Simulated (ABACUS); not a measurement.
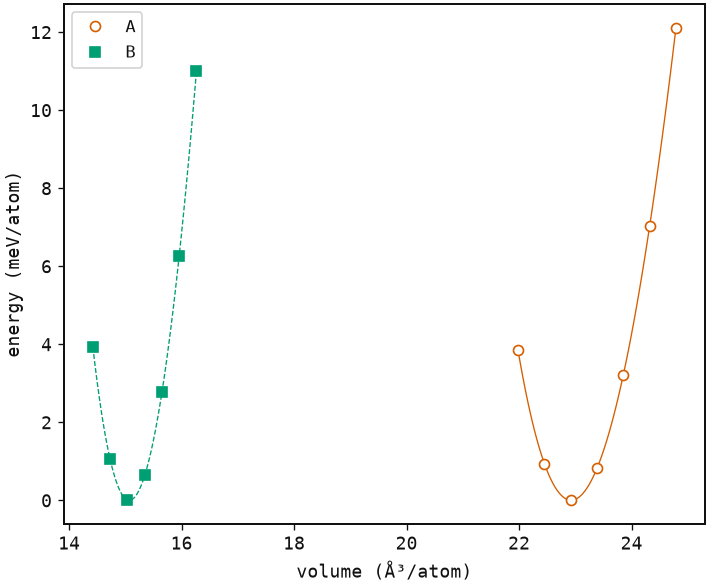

The figure compares two calculations of the energy against volume, each curve from its own zero. The first is for Li₂S, space group Fm-3m (No. 225).

The cell holds 3 atoms.

Calculation (ABACUS 3.10.1): DFT in plane waves or numerical atomic orbitals with pseudopotentials, no spin polarisation; energies at scaled volumes of the given cell, shape and fractions fixed, counted from the fit's minimum, third-order Birch-Murnaghan fit. Level: PBEsol.

k mesh 8×8×8; occupations Fermi–Dirac; smearing width 0.05 eV; potentials PseudoDojo NC SR 0.4.1 PBEsol standard; wave cutoff 1007 eV; density cutoff 4027 eV; program settings basis pw.

In the second, Li is replaced by Na on all its sites, which gives Na₂S in the same structure. The second calculation uses wave cutoff 1210.907 eV and k mesh 7×7×7.

Which of A and B is the second calculation, and what did the change do?

Answer. A. The equilibrium volume rises from 15.07 to 22.93 Å³/atom (+52 %) and the bulk modulus falls from 42.2 to 29.4 GPa (−30 %).

V0 and the bulk modulus come from third-order Birch–Murnaghan fits.
